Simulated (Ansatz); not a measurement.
Structure data:

```yaml
crystal:
  lattice:
    - [2.52773, 0.00000, 0.00000]
    - [-1.26387, 2.18908, 0.00000]
    - [0.00000, 0.00000, 4.13843]
  atoms:
    - { symbol: Cu, position: [0.33333, 0.66667, 0.25000] }
    - { symbol: Cu, position: [0.66667, 0.33333, 0.75000] }
```

Question: Work out the structure from the coordinates.

Answer: The element is copper. The atoms follow space group P6_3/mmc (No. 194); the Bravais lattice is primitive hexagonal. The structure is of the kind named hexagonal close-packed (Mg type). The cell holds two atoms. Around each Cu lie twelve Cu in an anticuboctahedral arrangement at 2.53 Å. The bonds build a three-dimensional framework.

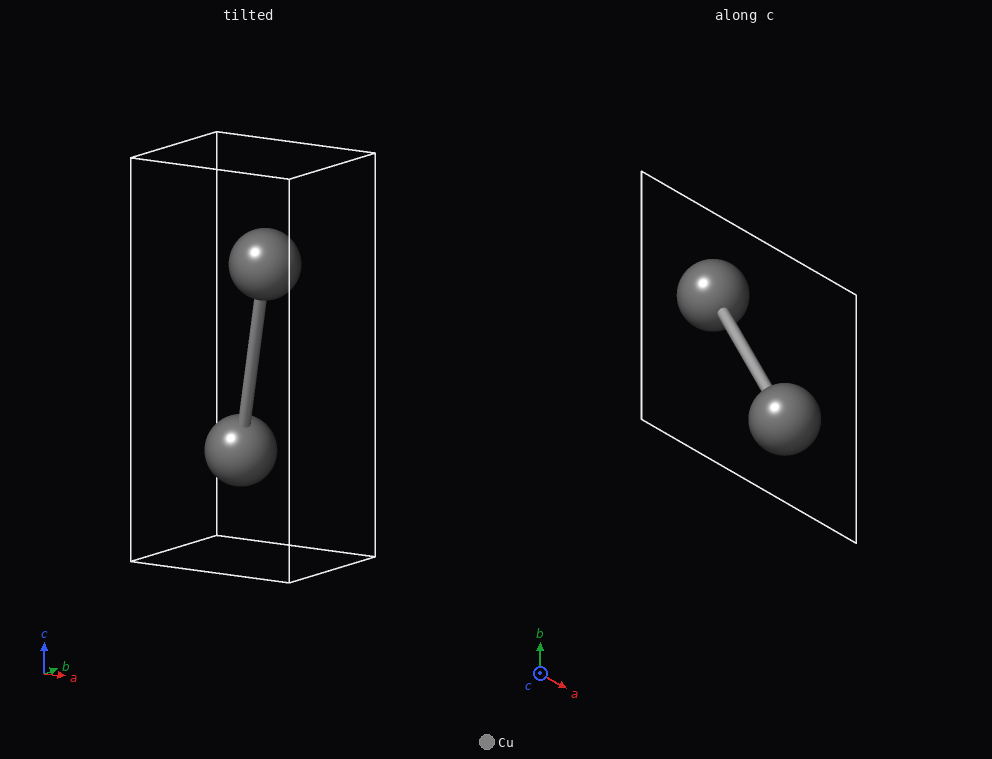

Shown here is a ball-and-stick view of the crystal, taken slightly off an axis and along the c axis. The box is the conventional unit cell; atoms on or close to its faces, edges and corners are drawn wherever they repeat. Colours: copper grey.

The model was built from a structure listed in the Materials Project. A relaxation with DFT r2SCAN, scalar-relativistic, plane waves, PAW in Ansatz 0.2.0 gave the geometry drawn.
